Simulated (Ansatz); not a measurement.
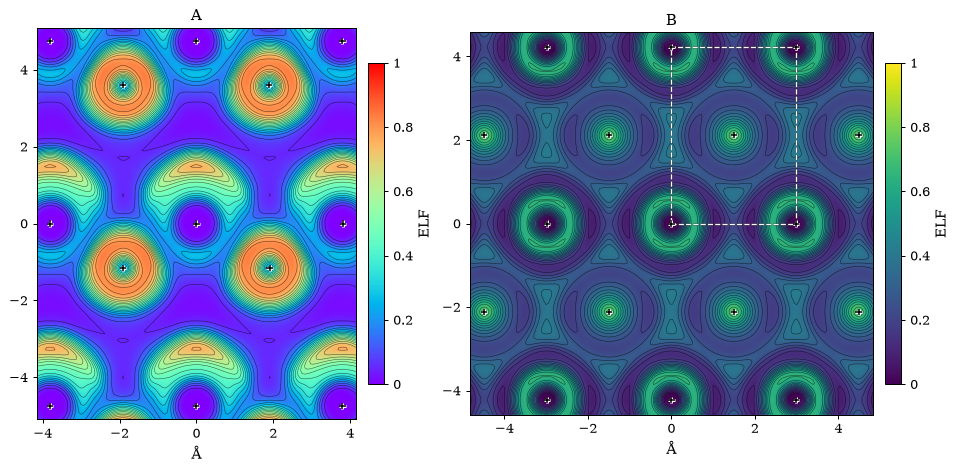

The electron localisation function of 2 systems, each on a plane through atoms (crosses mark nuclei in the plane).

Theory: DFT PBEsol, scalar-relativistic, plane waves, PAW in Ansatz.

System 1: SnO, the (100) plane of the calculation cell. Space group Cmce.

```yaml
crystal:
  lattice:
    - [2.69046, -2.69048, 0.00000]
    - [2.69046, 2.69048, 0.00000]
    - [0.00000, 0.00000, 9.49482]
  atoms:
    - { symbol: Sn, position: [0.99919, 0.00081, 0.99986] }
    - { symbol: Sn, position: [0.00081, 0.99919, 0.49986] }
    - { symbol: Sn, position: [0.50081, 0.49919, 0.25714] }
    - { symbol: Sn, position: [0.49919, 0.50081, 0.75714] }
    - { symbol: O, position: [0.00078, 0.49922, 0.37850] }
    - { symbol: O, position: [0.99922, 0.50078, 0.87850] }
    - { symbol: O, position: [0.50078, 0.99922, 0.37850] }
    - { symbol: O, position: [0.49922, 0.00078, 0.87850] }
```

System 2: TiNi, the (110) plane of the conventional cell. Space group Pm-3m; a structure from a database of computed crystals, not necessarily the ambient phase; computed pressure about −3 GPa in this cell; computed without spin polarisation.

```cif
data_structure
_symmetry_space_group_name_H-M 'P 1'
_symmetry_Int_Tables_number 1
_cell_length_a 2.9881
_cell_length_b 2.9881
_cell_length_c 2.9881
_cell_angle_alpha 90.000
_cell_angle_beta 90.000
_cell_angle_gamma 90.000
_cell_volume 26.68
loop_
_atom_site_label
_atom_site_type_symbol
_atom_site_fract_x
_atom_site_fract_y
_atom_site_fract_z
_atom_site_occupancy
Ti1 Ti 0.50000 0.50000 0.50000 1
Ni1 Ni 0.00000 0.00000 0.00000 1
```

> Which map belongs to which system?

Panel A is system 1, SnO: the plane holds Sn and O. Sn–O (2.22 Å): the ELF peaks at about 0.85 in the valence shell of O, 0.6 Å from its nucleus, and is about 0.20 at the midpoint (no shared electron pair shows on this line). Panel B is system 2, TiNi: the plane holds Ti and Ni. Ti–Ni (2.59 Å): the ELF is about 0.25 at the midpoint (no shared electron pair shows on this line).
